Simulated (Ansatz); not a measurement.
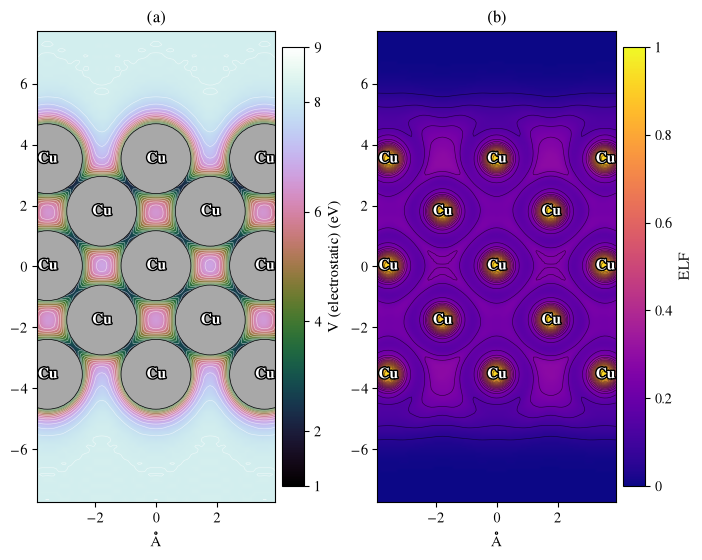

The picture shows: Cu (slab). (a) electrostatic potential (local pseudopotential plus Hartree) felt by an electron; (b) ELF on the (110) plane of the calculation cell, a cut from vacuum to vacuum. Grey discs cover the atomic cores in the potential map.

Computed without spin polarisation.

Theory: Ansatz, DFT PBEsol, scalar-relativistic, plane waves, PAW.

Core electrons are frozen (PAW), and the valence fields are smoothed inside the atomic spheres.

```xyz
5
Lattice="2.5197 0.0000 0.0000 0.0000 2.5197 0.0000 0.0000 0.0000 24.1267" Properties=species:S:1:pos:R:3 pbc="T T T"
Cu    1.2598    1.2598    8.5001
Cu    0.0000    0.0000   10.2816
Cu    1.2598    1.2598   12.0643
Cu    0.0000    0.0000   13.8509
Cu    1.2598    1.2598   15.5750
```

Describe what can be read from this map.

Answer.
- Atoms in the plane: Cu.
- Cu–Cu (2.48 Å): the ELF is about 0.20 at the midpoint; no localised pair shows between them.
- Cu–Cu (2.52 Å): the ELF is about 0.20 at the midpoint (no shared electron pair shows on this line).
- The features right at Cu lie inside the PAW spheres, where the map follows smoothed inner orbitals and isn't to be read closely.
- Outside the cores the potential energy rises away from the atoms and is highest in the vacuum; its zero is arbitrary.

Metal or insulator at this level of theory?

Answer. It is gapless in this calculation (a metal or semimetal).
